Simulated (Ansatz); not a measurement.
## Geometry relaxation, with input and output: C (part 2 of 2)

C (P6/mmm, 1 atom in the cell); DFT, PBE, PAW with Ansatz's default frozen-core files, scalar-relativistic, no spin polarisation (Ansatz 0.2.0); cutoff 420 eV, 24×24×22 k-mesh, Fermi–Dirac smearing of 0.1 eV. Its volume is 0.65 times that of the source entry. It belongs to a series of runs on one base structure; here: shape and atoms relaxed at 0.65 of the volume.

Geometry of the input (Å; fractional positions):
```
1.7681  0.0000  0.0000
-0.8840  1.5312  0.0000
0.0000  0.0000  1.3582
C  0.0000  0.0000  0.0000
```

## Output, continued
```
SCF iter   1: F=—  HF=-246.657405 eV  |F-HF|=—  |Δ(HF+E_count)|=         —  Δρ=3.29e-4  dr2=1.71e-6  ethr=4.00e-8  ⟨swp⟩=1.8  Hψ=39426  notcnv=0
preconditioner: auto → none  [metal: Δε(μ)=0.037 eV  Ē_g=32.994 eV  σ=0.100 eV  W_gap=0.09  n_scr=0 (ndim 8)  ℏωp=38.7 eV  f_vac=0.000  D(μ)=0.15/eV (n_scr^D=0)]
SCF iter   2: F=—  HF=-246.657403 eV  |F-HF|=—  |Δ(HF+E_count)|=   2.15e-6  Δρ=1.37e-4  dr2=2.88e-7  ethr=4.00e-8  ⟨swp⟩=1.0  Hψ=4392  notcnv=0
SCF iter   3: F=-246.657403 eV  HF=-246.657403 eV  |F-HF|=1.09e-10  |Δ(HF+E_count)|=   1.14e-7  Δρ=4.22e-6  dr2=8.72e-11  ethr=2.50e-9  ⟨swp⟩=6.0  Hψ=13930  notcnv=0
SCF 8 converged in 3 iterations: F = -246.657403 eV  dr2 = 8.72e-11
relax step   8: F+E_penalty+E_count = -246.65740309 eV  Δ(F+E_penalty+E_count) = -3.299e-5 eV  max|allowed force component| = 0.000e0 eV/Å  Δτ_max = 0.0000 Å  P = +309.583 GPa  Ω = 3.677 Å³  energy of the carried Pulay correction = +9.296e-6 eV  fix = [volume]  reactions: volume +309.583 GPa  (3 SCF iters, accepted)
iter 1 solved again at ethr=3.27e-8 eV; its pass at ethr=3.10e-3 eV (dr2=1.31e-6 eV) is discarded
SCF iter   1: F=—  HF=-246.657380 eV  |F-HF|=—  |Δ(HF+E_count)|=         —  Δρ=1.02e-5  dr2=5.32e-10  ethr=3.27e-8  ⟨swp⟩=2.0  Hψ=44389  notcnv=0
preconditioner: auto → none  [metal: Δε(μ)=0.036 eV  Ē_g=32.994 eV  σ=0.100 eV  W_gap=0.09  n_scr=0 (ndim 8)  ℏωp=38.7 eV  f_vac=0.000  D(μ)=0.15/eV (n_scr^D=0)]
SCF iter   2: F=—  HF=-246.657379 eV  |F-HF|=—  |Δ(HF+E_count)|=   1.56e-6  Δρ=5.26e-6  dr2=1.35e-10  ethr=7.29e-12  ⟨swp⟩=3.1  Hψ=15463  notcnv=0
SCF iter   3: F=-246.657379 eV  HF=-246.657379 eV  |F-HF|=1.14e-13  |Δ(HF+E_count)|=  2.05e-10  Δρ=2.87e-7  dr2=6.14e-13  ethr=3.38e-12  ⟨swp⟩=2.8  Hψ=14739  notcnv=0
SCF 9 converged in 3 iterations: F = -246.657379 eV  dr2 = 6.14e-13
relax step   9: F+E_penalty+E_count = -246.65737870 eV  Δ(F+E_penalty+E_count) = +2.439e-5 eV  max|allowed force component| = 0.000e0 eV/Å  Δτ_max = 0.0000 Å  P = +309.582 GPa  Ω = 3.677 Å³  fix = [volume]  reactions: volume +309.582 GPa  stress off target by 9.81e-3 GPa on what of the cell is left free  SCF on the basis re-selected at this cell (its energy is not comparable with the rows above)  (3 SCF iters)
```

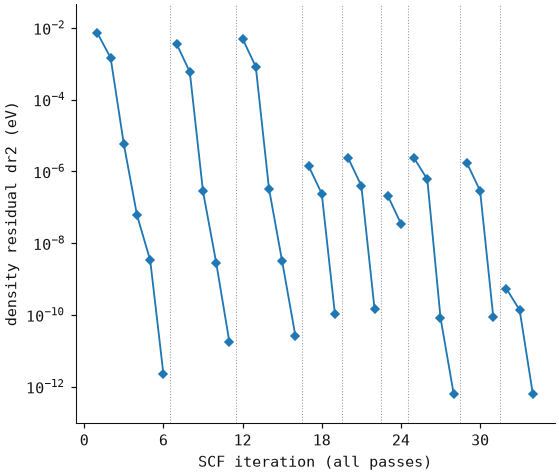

**Figure 1.** Convergence of the self-consistent field: density residual dr2 against the SCF iteration. The dotted lines part the SCF passes of the relaxation: geometry steps, rejected trials and re-solves on a re-selected basis. The 9 passes take 2 to 6 iterations each, 34 in all.

```
basis re-selected at this cell: Δ(F+E_penalty+E_count) = +2.439e-5 eV, ΔP = -0.001 GPa vs the last step (what re-selecting the basis moved, of the pressure what is left beyond the Pulay correction that the steps carried, after the strain that the cell walked since its last selection, with what the two solves' SCF thresholds leave and, on support functions, any second-order correction that the steps lacked; it is no measure of the basis error at this ecutwfc). This SCF's stress stands 9.81e-3 GPa from its target on what of the cell is left free (relax.cell.stress_tol is 2.70e-1 GPa) and its largest allowed force component is 0.00e0 eV/Å (relax.f_tol is 5.00e-3 eV/Å): within both
SCF converged after 3 iterations
Free energy (F): -246.657379 eV
Harris-Foulkes:  -246.657379 eV  (|F-HF|=1.14e-13)
Internal energy: -246.652502 eV  (E = F + TS)
E sigma→0 (E₀):  -246.654940 eV
Entropy (-TS):   -0.004877 eV (-4.877 meV/atom)
Fermi energy:    24.182430 eV
--- Per-component energies (eV) ---
  E_band       = 49.296148
  E_kinetic    = 102.871884
  E_local      = -17.039321  (includes V_loc(G=0)·N_el)
  E_nonlocal   = 29.044651
  E_hartree    = 3.056918
  E_xc         = -51.963065
  E_vxc        = -64.822735  (∫ρ·V_xc dr)
  E_paw        = -99.416051  (= ΣΔE_a)
  E_vpaw       = -6.872176  (= ΣTr[D̂ρ^β])
  E_aug_tail   = 0.000007  (compensation charges beyond the density's cutoff)
  E_ewald      = -213.207526
  E_smearing   = -0.004877  (= −TS)
  E_closure    = 0.000000  (closes the sum)
  Σ components = -246.657379   (vs F -246.657379, Δ=0.00e0)
--- Forces (eV/Å), atoms counted from 1 ---
  atom   1  C     -0.00000000     0.00000000     0.00000000
  max |Σ_I F_I| component: 1.03e-33 eV/Å
--- Stress (GPa, compression-positive) ---
      309.576642      -0.000000       0.000000
       -0.000000     309.576642       0.000000
        0.000000       0.000000     309.591357
  P = ⅓ Tr σ = 309.5815 GPa (3095.815 kbar)
--- Band table (eV; the first three rows and the last of 732) ---
  k-point 0: bands = ["-5.2913", "37.2654", "37.2654", "41.6038", "57.9059", "63.0024"]
  k-point 1: bands = ["-5.1786", "37.3596", "37.3596", "40.4054", "59.2405", "63.1381"]
  k-point 2: bands = ["-4.8409", "37.5818", "37.6391", "37.6391", "62.4389", "63.5449"]
  k-point 731: bands = ["17.8472", "22.4864", "22.4864", "35.1992", "38.5897", "38.5897"]
--- Relaxed structure (7 steps of the walk, 7 accepted, 2 SCFs on fresh bases) ---
  F+E_penalty+E_count = -246.65737870 eV   max|allowed force component| = 0.000e0 eV/Å   (the final SCF, on the basis selected at the relaxed cell)
  cell:  # Å, volume = 3.6768 Å³
    - [1.6967809516426369, 2.770376599562565e-11, 0.0]
    - [-0.8483904758453105, 1.4694554087662066, 0.0]
    - [0.0, 0.0, 1.4746646357259978]
  atoms:
    - { symbol: C, position: [0.0, 0.0, 0.0] }
```

## File rho_z.tsv
```
# z_ang	rho[e/angstrom^3]
# format = ansatz-planar-average/11
# lattice	1.696780952	0.000000000	0.000000000
# lattice	-0.848390476	1.469455409	0.000000000
# lattice	0.000000000	0.000000000	1.474664636
# sites	1
# site	6	0.000000000	0.000000000	0.000000000
0.000000	1.317595e0
0.147466	1.283395e0
0.294933	1.176259e0
0.442399	1.020278e0
0.589866	8.846654e-1
0.737332	8.320991e-1
0.884799	8.846654e-1
1.032265	1.020278e0
1.179732	1.176259e0
1.327198	1.283395e0
```

## File v_z.tsv
```
# z_ang	v_es[eV]	v_tot[eV]
# format = ansatz-planar-average/11
# xc	pbe
# density_cutoff_ev	1680
# datasets	C=:simpson_from_first_knot:soft
# lattice	1.696780952	0.000000000	0.000000000
# lattice	-0.848390476	1.469455409	0.000000000
# lattice	0.000000000	0.000000000	1.474664636
# sites	1
# site	6	0.000000000	0.000000000	0.000000000
0.000000	-9.124677e0	-2.654088e1
0.147466	-6.632542e0	-2.382468e1
0.294933	-3.915323e-1	-1.697973e1
0.442399	7.160008e0	-8.523489e0
0.589866	1.318536e1	-1.667067e0
0.737332	1.534986e1	8.036569e-1
0.884799	1.318536e1	-1.667067e0
1.032265	7.160008e0	-8.523489e0
1.179732	-3.915323e-1	-1.697973e1
1.327198	-6.632542e0	-2.382468e1
```

## Trajectory as extended XYZ (Å, eV, eV/Å), 9 frames, from step=1 to step=9
```
1
Lattice="1.7681 0.0000 0.0000 -0.8840 1.5312 0.0000 0.0000 0.0000 1.3582" Properties=species:S:1:pos:R:3:forces:R:3 step=1 energy=-246.40689 pressure_GPa=363.47
C     0.0000    0.0000    0.0000    0.0000   0.0000   0.0000
1
Lattice="1.7374 0.0000 0.0000 -0.8687 1.5047 0.0000 0.0000 0.0000 1.4065" Properties=species:S:1:pos:R:3:forces:R:3 step=2 energy=-246.59943 pressure_GPa=335.09
C     0.0000    0.0000    0.0000    0.0000   0.0000   0.0000
1
Lattice="1.6988 0.0000 0.0000 -0.8494 1.4712 0.0000 0.0000 0.0000 1.4711" Properties=species:S:1:pos:R:3:forces:R:3 step=3 energy=-246.65669 pressure_GPa=310.53
C     0.0000    0.0000    0.0000    0.0000   0.0000   0.0000
1
Lattice="1.6981 0.0000 0.0000 -0.8491 1.4706 0.0000 0.0000 0.0000 1.4724" Properties=species:S:1:pos:R:3:forces:R:3 step=4 energy=-246.65675 pressure_GPa=310.13
C     0.0000    0.0000    0.0000    0.0000   0.0000   0.0000
1
Lattice="1.6972 0.0000 0.0000 -0.8486 1.4699 0.0000 0.0000 0.0000 1.4739" Properties=species:S:1:pos:R:3:forces:R:3 step=5 energy=-246.65678 pressure_GPa=309.65
C     0.0000    0.0000    0.0000    0.0000   0.0000   0.0000
1
Lattice="1.6975 0.0000 0.0000 -0.8487 1.4701 0.0000 0.0000 0.0000 1.4734" Properties=species:S:1:pos:R:3:forces:R:3 step=6 energy=-246.65678 pressure_GPa=309.79
C     0.0000    0.0000    0.0000    0.0000   0.0000   0.0000
1
Lattice="1.6975 0.0000 0.0000 -0.8487 1.4701 0.0000 0.0000 0.0000 1.4734" Properties=species:S:1:pos:R:3:forces:R:3 step=7 energy=-246.65737 pressure_GPa=309.96
C     0.0000    0.0000    0.0000    0.0000   0.0000   0.0000
1
Lattice="1.6968 0.0000 0.0000 -0.8484 1.4695 0.0000 0.0000 0.0000 1.4747" Properties=species:S:1:pos:R:3:forces:R:3 step=8 energy=-246.65740 pressure_GPa=309.58
C     0.0000    0.0000    0.0000    0.0000   0.0000   0.0000
1
Lattice="1.6968 0.0000 0.0000 -0.8484 1.4695 0.0000 0.0000 0.0000 1.4747" Properties=species:S:1:pos:R:3:forces:R:3 step=9 energy=-246.65738 pressure_GPa=309.58
C     0.0000    0.0000    0.0000    0.0000   0.0000   0.0000
```

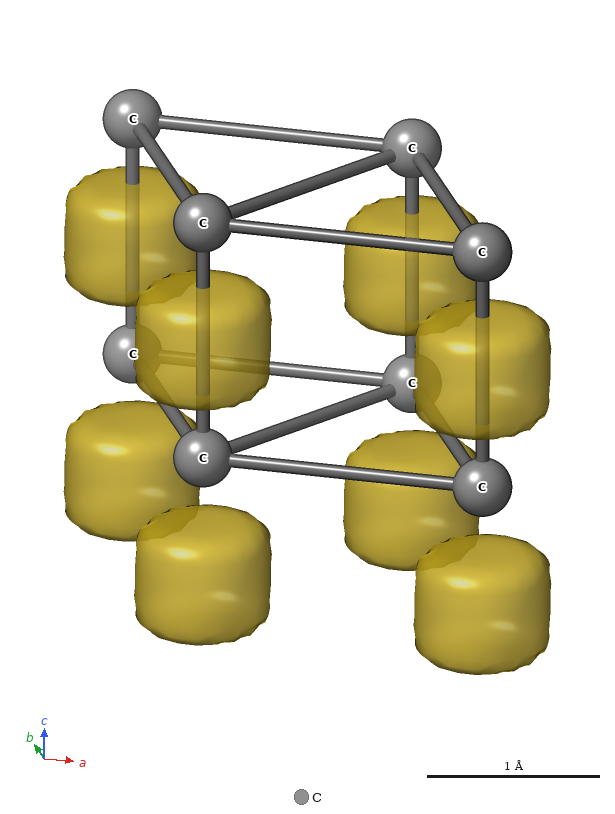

**Figure 2.** Isosurface of the electron localisation function at 0.7 (yellow), seen at an oblique angle. Only the valence region is drawn (cores and ρ < 0.01 e/Å³ removed). Sticks mark near contacts. The outline is the cell set on symmetry axes. Values along the shortest contacts: C–C (1.70 Å): the ELF peaks at about 0.65 between the atoms. Core electrons are frozen (PAW), so the fields are smoothed inside the atomic spheres.

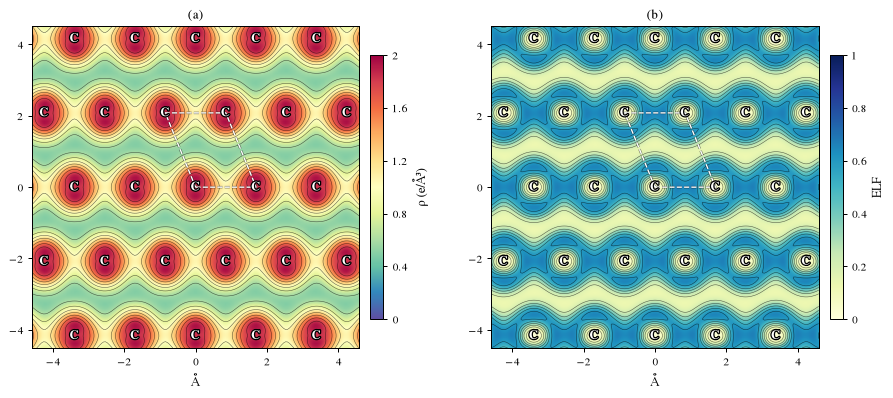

**Figure 3.** (a) valence electron density; (b) ELF on the (101̄) plane of the conventional cell. C–C (1.70 Å): ρ is about 1.1 e/Å³ halfway; the ELF peaks at about 0.65 between the atoms. Away from the nuclei the density in this plane falls to 0.49 e/Å³ at its lowest.

## Summary

- outcome: converged
- space group (tolerance 0.01 Å): P6/mmm (191)
- electrons treated: 4
- free energy: −246.6574 eV
- Fermi energy: 24.182 eV
- pressure: 309.58 GPa
- final volume: 3.68 Å³
- largest force (length of the vector) at the end: under 0.001 eV/Å
- final cell: a = 1.697 Å, b = 1.697 Å, c = 1.475 Å, α = 90.00°, β = 90.00°, γ = 120.00°
- wall time: 13 s
- peak memory: 0.35 GiB

## Notes

The cell is under a pressure of 310 GPa at this level, so it is not at its equilibrium volume.
